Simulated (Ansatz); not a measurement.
System: F, space group Im-3m (No. 229) (one of a set of cubic test structures, which need not be the stable phase).

One of the inputs:
```
crystal:
  lattice:
    - [-1.36991769623, 1.36991769623, 1.36991769623]
    - [1.36991769623, -1.36991769623, 1.36991769623]
    - [1.36991769623, 1.36991769623, -1.36991769623]
  atoms:
    - { symbol: F, position: [0, 0, 0] }
kpoints:
  mp_grid: { grid: [28, 28, 28] }
hamiltonian:
  xc: pbe
  pseudopotentials:
    kind: paw
    azcp:
      F: "pseudopotentials/pbe/paw/ansatz_paw_generated_hard_1/F.paw.azcp"
scf:
  occupations: { method: fermi_dirac, width: 0.061225619053 }
  convergence: { dr2_threshold: "1e-9 eV" }
  max_iter: 300
output:
  forces: true
  stress: true
```

Run as:
```bash
ansatz run input.yaml --threads 1
```

How it was computed, with Ansatz 0.2.0 development build: equation of state of a cubic crystal from periodic Kohn-Sham density functional theory without spin, third-order Birch-Murnaghan fit to the free energies; pressure corrected for the finite basis. Level: PBE.

structure type bcc; atoms in cell 1; space group number 229; lattice centring body-centred primitive; k mesh 28×28×28; occupation method Fermi–Dirac; occupation width 0.06123 eV; wave cutoff 700 eV; datasets hard PAW; density tolerance 1e−09 eV; bands 8; density cutoff ratio 4; search for lower states default.

Describe the result: the energy above the lowest point and pressure against volume. The volume takes the values 9.88, 10.08, 10.28, 10.49, 10.69 Å³/atom.

A third-order Birch–Murnaghan fit gives V0 = 10.08 Å³/atom, B0 = 53 GPa and B′ = 5.7. The energy above the lowest point is 0.710 meV/atom at volume 9.88 Å³/atom and 5.226 meV/atom at 10.69 Å³/atom; the lowest computed point is at volume 10.08 Å³/atom (0.000 meV/atom). The pressure falls from 1.145 GPa at volume 9.88 Å³/atom to −2.605 GPa at 10.69 Å³/atom, and changes sign near 10.08 Å³/atom.

| volume (Å³/atom) | energy above the lowest point (meV/atom) | pressure (GPa) |
| --- | --- | --- |
| 9.88 | 0.710 | 1.145 |
| 10.08 | 0.000 | 0.010 |
| 10.28 | 0.620 | −0.980 |
| 10.49 | 2.414 | −1.847 |
| 10.69 | 5.226 | −2.605 |

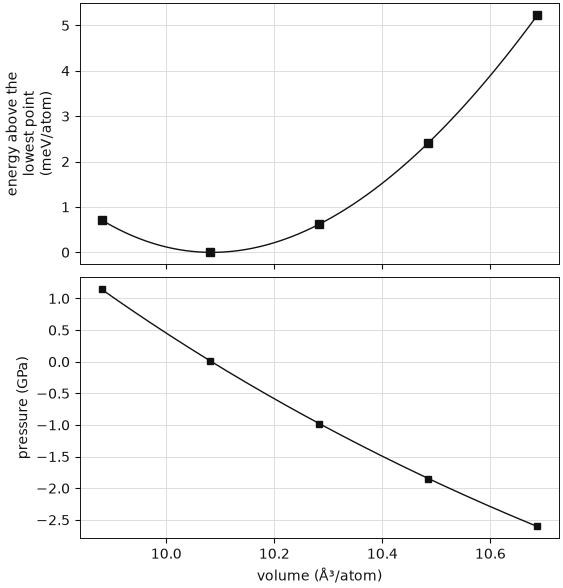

Limits of the calculation: cubic model structure, not the ambient form; no spin polarisation, a magnetic state may lie lower.
